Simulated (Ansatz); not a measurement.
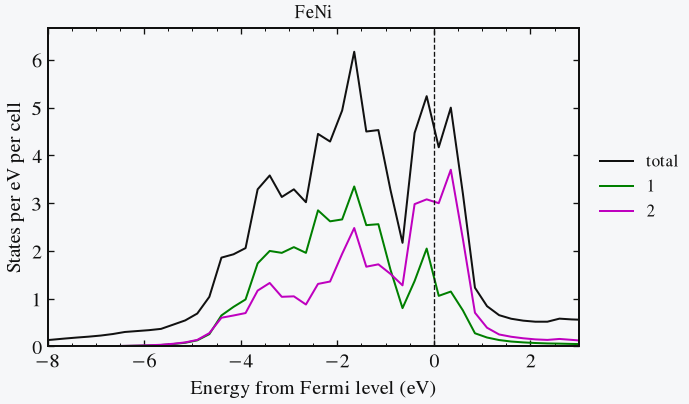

Density of states. Energies are counted from the Fermi level. The partial curves are projected on Löwdin-orthogonalised atomic shells.

Structure: FeNi, space group P4/mmm, 2 atoms in the cell, a database entry, rescaled.

Level of theory: DFT with r2SCAN, PAW plane waves, no spin polarisation, 13×13×9 k mesh; code Ansatz 0.2.0.

Assign each number in the legend. The candidates: Fe 3d, Ni 3d.

1 is Ni 3d; 2 is Fe 3d.

Metal or insulator, and how many states lie at the Fermi level?

It is a metal. The density of states at the Fermi level is about 4.7 per eV and cell (mean within 0.25 eV), or 2.4 per atom.

The run has no spin polarisation, so a magnetic state may lie lower. The cell is at −24 GPa in this functional.
